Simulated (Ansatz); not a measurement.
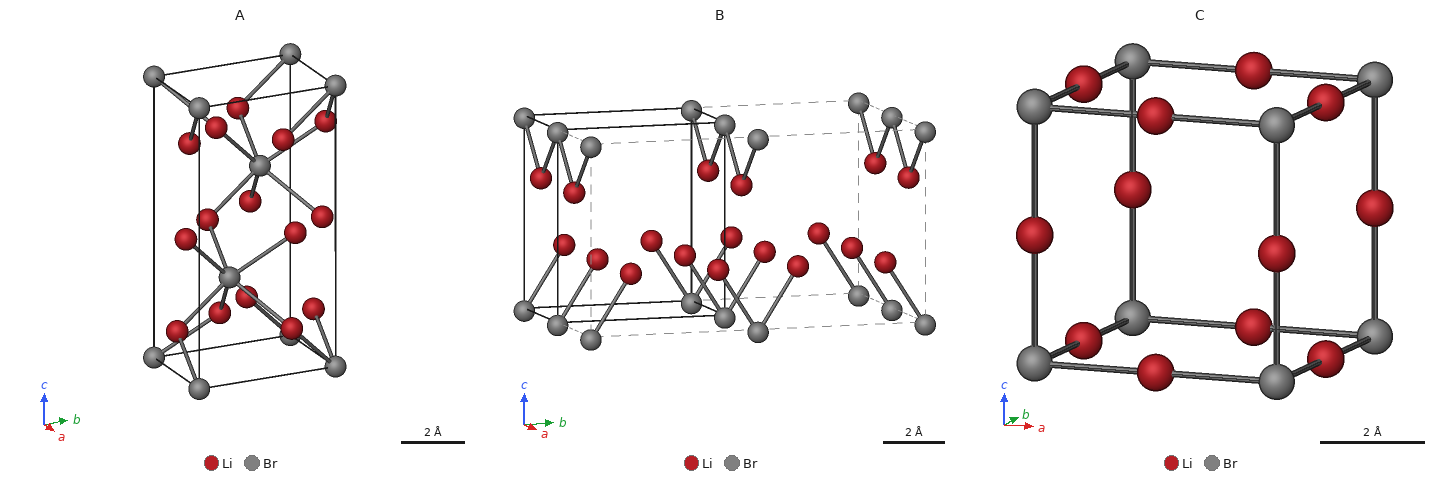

Three structures of Li$_{3}$Br, each relaxed to rest (conventional cells in solid outline, small ones repeated, each panel with its own scale). Method: DFT PBE, scalar-relativistic, plane waves, PAW in Ansatz, without spin polarisation.

**Give the type and space group of each panel.**

A: 12 atoms a cell on a rhombohedral (trigonal R) lattice, R32; B: 4 atoms a cell on a primitive orthorhombic lattice, Pmm2; C: ReO₃ type, Pm-3m.

**Which of these is lowest in energy, and how far above it do the others lie?**

A, then B (+57 meV/atom) and C (+174 meV/atom), energies at zero smearing.

**Collect the results in a table.**

| panel | structure | E − E(lowest) (meV/atom) | volume (Å³/atom) | gap (eV) |
| --- | --- | --- | --- | --- |
| A | R32 | 0 | 24.5 | metal |
| B | Pmm2 | 57 | 32.8 | metal |
| C | Pm-3m | 174 | 32.2 | metal |

Some of these may be structure types tried for this composition rather than known phases, and the most stable form need not be among them. Gaps are taken on the k-mesh or band path of each run.
